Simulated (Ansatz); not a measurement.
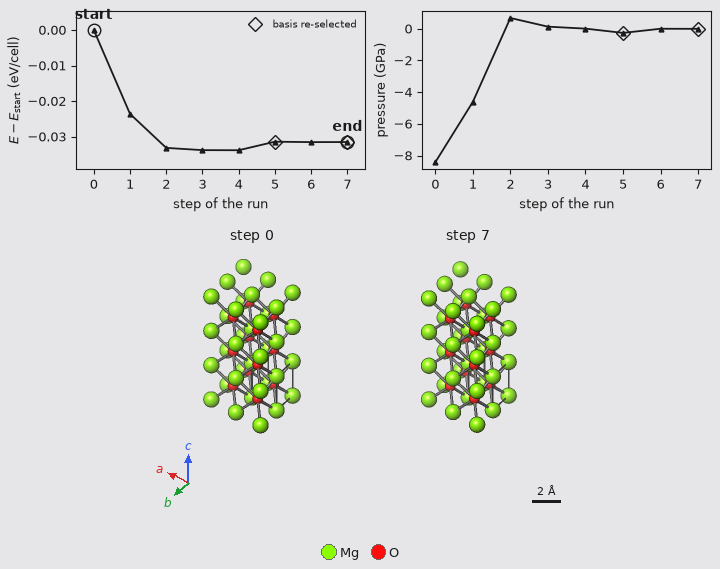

First and last geometry of a relaxation of a crystal of MgO (set up in P-6m2), with the history of the run. Style: ball-and-stick. Shown: the cell of the calculation, repeated 2 × 2 × 3 with one cell outlined, from a free direction.

The run lets cell and atoms move.

The calculation used Kohn-Sham DFT of a periodic cell, PBEsol0, Ansatz PAW (Ansatz 0.2.0).

Input
```yaml
crystal:
  lattice:
    - [2.9380209034, 0.0, 0.0]
    - [-1.4690104517, 2.5444007392, 0.0]
    - [0.0, 0.0, 2.67968]
  atoms:
    - { symbol: Mg, position: [0.0, 0.0, 0.0] }
    - { symbol: O, position: [0.3333333333, 0.6666666667, 0.5] }
hamiltonian:
  xc: { exchange: pbesol, correlation: pbesol, exx: { coeff: 0.25 } }
  pseudopotentials: { kind: paw }
kpoints:
  mp_grid: { grid: [5, 5, 5] }
scf:
  occupations: { method: fermi_dirac, width: 0.05 }
output:
  forces: true
  stress: true
  eigenvalues: true
relax:
  f_tol: 0.01
  max_steps: 40
  cell: { stress_tol: 0.05 }
```

### Did the run converge, and what did it change?

It converged. The atoms keep their places relative to the cell (all moves are under 0.005 Å). The drawn cell changes as follows: a = b 2.938 → 2.880 Å (−2.0 %), c 2.680 → 2.629 Å (−1.9 %); the volume changes by −5.7 %. Some distances before and after: Mg–Mg 2.680 → 2.629 Å, Mg–O 2.162 → 2.120 Å. The space group stays P-6m2 (No. 187). The energy falls by 31.5 meV per cell of the calculation in 5 accepted moves (7 points after the start). All forces vanish by symmetry, so only the cell relaxes. The pressure goes from −8.43 to −0.01 GPa. The SCF was repeated twice at an unchanged geometry on a basis and grid sized afresh for the cell, which shifted the energy by 2.4 meV per cell of the calculation at most. Cost: 35 s on 1 × NVIDIA H100 80GB HBM3 with 2 threads of AMD EPYC 7R13 Processor (Zen 3), on a shared host, peak memory 1.3 GiB.
